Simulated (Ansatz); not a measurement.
Ge (P6_3/mmc, No. 194): coordinates from a relaxation with Ansatz 0.2.0, DFT, PBEsol, plane waves (420 eV) with PAW, scalar-relativistic; the starting structure was generated, so it need not be a known form of this composition.

```xyz
4
Lattice="2.9879 0.0000 0.0000 -1.4940 2.5876 0.0000 0.0000 0.0000 9.5534" Properties=species:S:1:pos:R:3 pbc="T T T"
Ge    0.0000    0.0000    0.0000
Ge    0.0000    0.0000    4.7767
Ge    0.0000    1.7251    2.3883
Ge    1.4940    0.8625    7.1650
```

**What will a dark-field STEM-like image along [101] show? Simulation: incoherent imaging, intensity Z^1.7 per atom, probe width 0.50 Å, thin sample. The display is stretched by a gamma of 0.8; percentages refer to the linear signal.**

The columns repeat on a centred rectangular net of 2.85 × 5.18 Å (plane group c2mm). All columns are alike (Ge). The shortest distance between visible columns is 0.86 Å in projection. Along the beam the structure repeats every 10.01 Å.

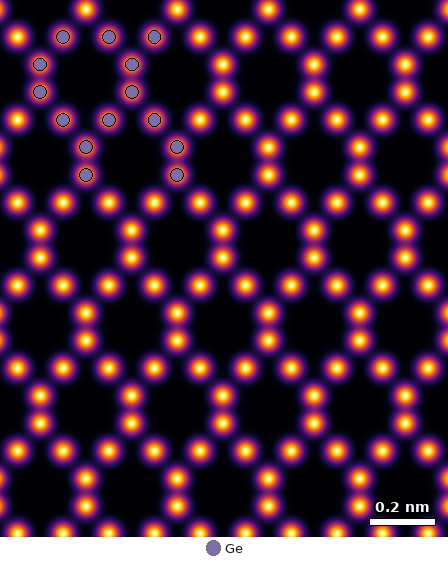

The simulated image, with the columns of the model marked in one corner.
